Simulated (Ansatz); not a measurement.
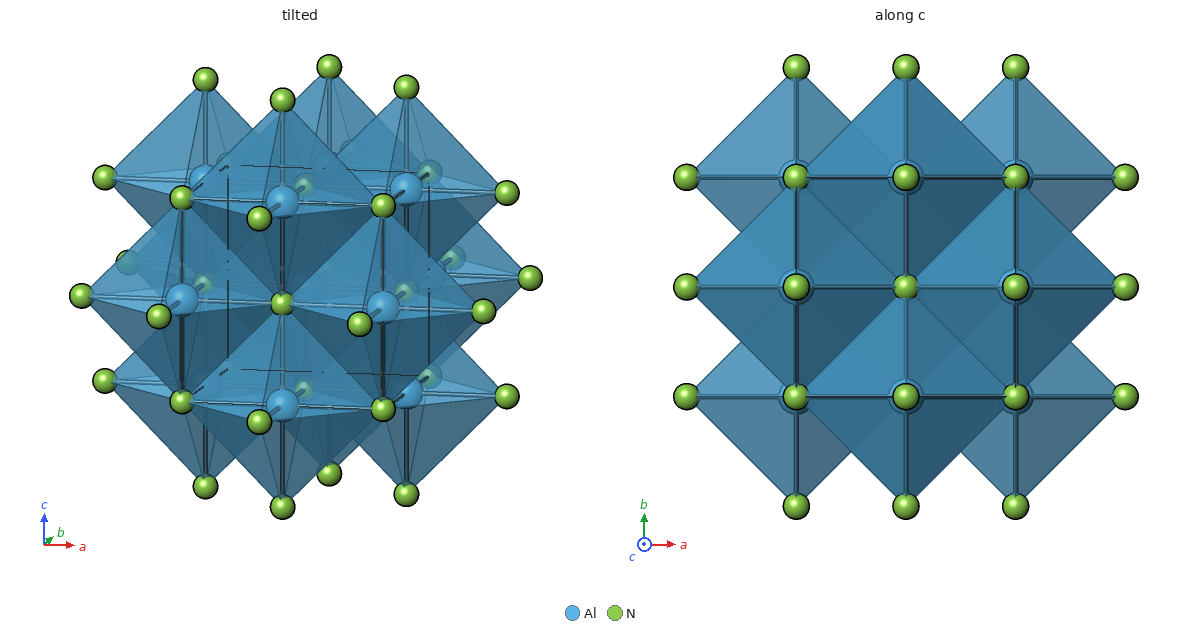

An orthographic polyhedral view of the structure, slightly off an axis and along the c axis. The conventional unit cell is drawn as a box. Some neighbours outside the box are added.

AlN, space group Fm-3m (No. 225), a = 4.15 Å, b = 4.15 Å, c = 4.15 Å, α = 90.00°, β = 90.00°, γ = 90.00°.

Electronic-structure method: DFT PBEsol, scalar-relativistic, plane waves, PAW in Ansatz. Parameters: plane waves up to 420 eV, k-points about 0.26 Å⁻¹ apart, Gaussian smearing of 0.02 eV, no spin polarisation.

Q: Predict the gap.

A: An insulator at this level, with a gap of 3.85 eV on the k-mesh (the true edges may lie between mesh points, so the gap can be somewhat smaller).

Q: State the hydrostatic pressure.

A: The computed pressure is -17.0 GPa (stretched: it would shrink).

Starting structure: a structure listed in the Materials Project. The cell was then strained or its atoms displaced on purpose. Ansatz was used for an electronic-structure calculation on it.

At this level of theory the cell isn't at rest (stretched, at -17 GPa), so its distances can differ from those at equilibrium, the more so the softer the solid.
